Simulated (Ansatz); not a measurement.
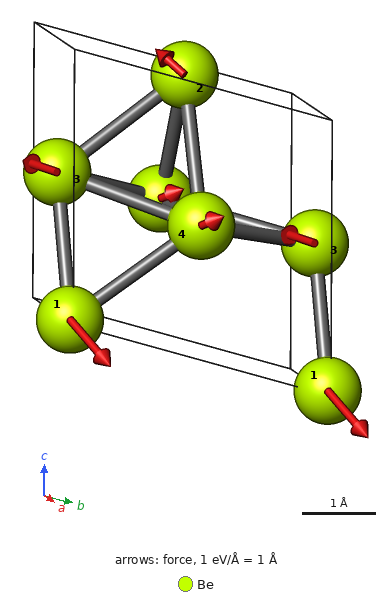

Starting geometry of a crystal of Be (a generated structure, set up in P1) (coarse preliminary run) with the computed forces as red arrows. Style: ball-and-stick. Shown: the cell of the calculation, slightly off an axis.

Computed with Ansatz 0.2.0, DFT PBE, scalar-relativistic, plane waves, PAW.

The input:
```yaml
crystal:
  lattice:
    - [-1.5750979308, 0.0295776129, -1.581485173]
    - [-1.5769484485, -3.1124957978, 1.6424909166]
    - [-1.6345361064, 3.1109282298, 1.5817681228]
  atoms:
    - { symbol: Be, position: [-0.0379348861, -0.0068301428, 0.013932931] }
    - { symbol: Be, position: [0.5085988473, 0.5040196735, -0.0112735959] }
    - { symbol: Be, position: [0.5372533534, 0.0077098195, 0.5102995462] }
    - { symbol: Be, position: [-0.0079173147, 0.4951006498, 0.4870411187] }
basis:
  ecutwfc: 420
kpoints:
  mp_grid: { grid: [10, 6, 6] }
hamiltonian:
  xc: pbe
scf:
  occupations: { method: gaussian, width: 0.2 }
  lower_state_search: "off"
output:
  forces: true
  stress: true
  eigenvalues: true
relax:
  adjacent_minimum: "off"
  f_tol: 0.025
  max_steps: 60
  cell: { stress_tol: 0.25 }
```

Command:
```bash
ansatz run input.yaml --threads 1 --pin off --max-ram 3072MiB --backend cpu --events-out ev --progress --plain --runs-dir out
```

### Is this structure relaxed? If not, where do the atoms go?

It isn't relaxed: the largest force vector, on Be1, is 1.07 eV/Å. The atoms end up moving mostly along the starting forces (cosine between the two patterns 0.93). Over 3 accepted moves (4 points after the start) the energy falls by 35.7 meV per atom. Largest force component: 0.72 eV/Å at the start, 0.00071 eV/Å at the end. The pressure goes from 0.76 to −0.03 GPa. The SCF was repeated once at an unchanged geometry on a basis and grid sized afresh for the cell, which shifted the energy by less than 0.05 meV per atom at most. Be1 moves most relative to the cell: 0.11 Å roughly along [3 1 −1]. Cell: a 2.232 → 2.240 Å (+0.3 %), b 3.856 → 3.859 Å (+0.1 %), c 3.854 → 3.859 Å (+0.1 %), α 107.7° → 109.2°, β 88.9° → 90.0°, γ 91.4° → 90.0°. Volume −0.4 %. Among the contacts that change: Be1–Be2 2.096 → 2.230 Å, Be1–Be4 2.335 → 2.234 Å, Be3–Be4 2.140 → 2.230 Å, Be1–Be2 (another image) 2.319 → 2.231 Å. The space group (tolerance 0.01 Å) goes from P1 (No. 1) to I4/mmm (No. 139).
